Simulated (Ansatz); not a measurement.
Start from this file.

```xyz
21
Lattice="3.4201 0.0000 0.0000 -1.7100 2.9619 0.0000 0.0000 0.0000 26.6083" Properties=species:S:1:pos:R:3 pbc="T T T"
Zn    1.7100    0.9873    3.0544
In    1.7100    0.9873    8.7796
Ga    0.0000    0.0000    5.6694
O     1.7100    0.9873    0.9995
O     0.0000    0.0000    7.6850
O     1.7100    0.9873    5.6432
O     0.0000    0.0000    3.6466
Zn    0.0000    1.9746   11.9238
In    0.0000    1.9746   17.6491
Ga    1.7100    0.9873   14.5389
O     0.0000    1.9746    9.8689
O     1.7100    0.9873   16.5544
O     0.0000    1.9746   14.5127
O     1.7100    0.9873   12.5160
Zn    0.0000    0.0000   20.7932
In    0.0000    0.0000   26.5185
Ga    0.0000    1.9746   23.4083
O     0.0000    0.0000   18.7384
O     0.0000    1.9746   25.4238
O     0.0000    0.0000   23.3821
O     0.0000    1.9746   21.3855
```

Question: Work out the structure from the coordinates.

Answer: Formula: ZnInGaO4. Its lattice is rhombohedral (trigonal R), its space group R3m (No. 160). Cell content 3 Zn, 3 In, 3 Ga, 12 O; Z = 3. The coordination shell of Zn holds four O in a tetrahedral arrangement at 2.05 to 2.06 Å. Each In atom has six O in a distorted octahedral arrangement at 2.26 Å around it. Ga is linked to five O in a trigonal bipyramidal arrangement at 1.97 to 2.02 Å. The coordination, counted out to bonding distance, is O 3 to 4 (mean 3.8). The bonds build a three-dimensional framework.

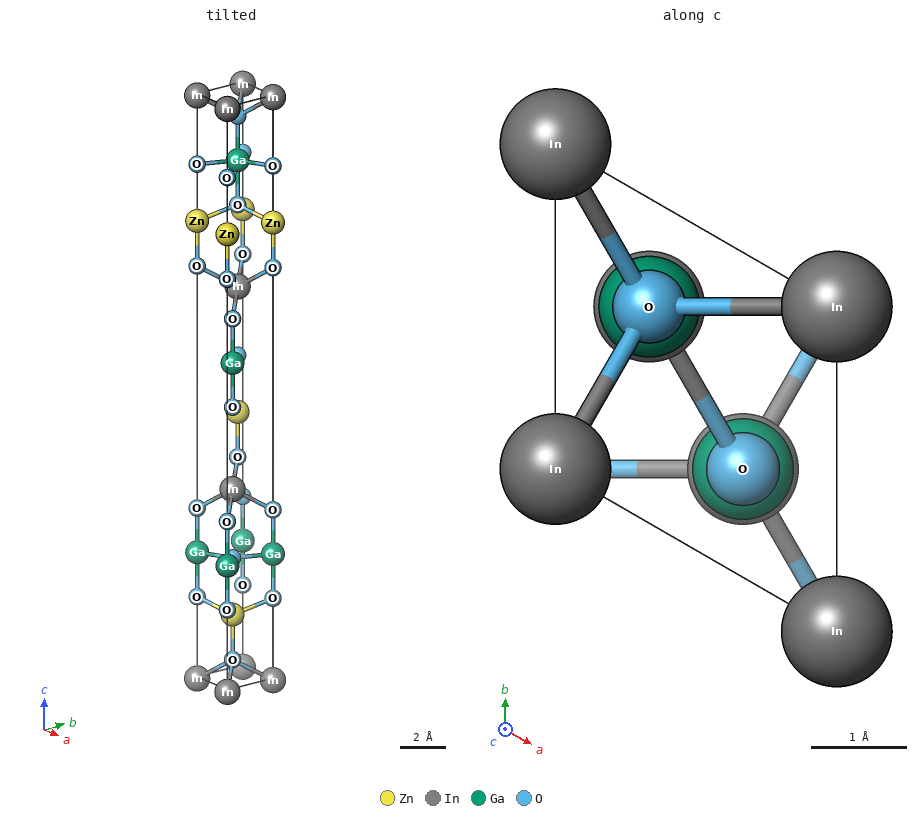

The image is a ball-and-stick drawing of a crystal, viewed slightly off an axis and along the c axis. The wireframe shows the conventional unit cell. Colours: zinc yellow, indium grey, gallium teal, oxygen blue.

Its origin is a structure listed in the Materials Project. It was relaxed at fixed volume with Ansatz 0.2.0, DFT PBEsol, scalar-relativistic, plane waves, PAW.

At this level of theory the run's own cell isn't at rest (stretched, at -13 GPa), so its distances can differ from those at equilibrium, the more so the softer the solid.
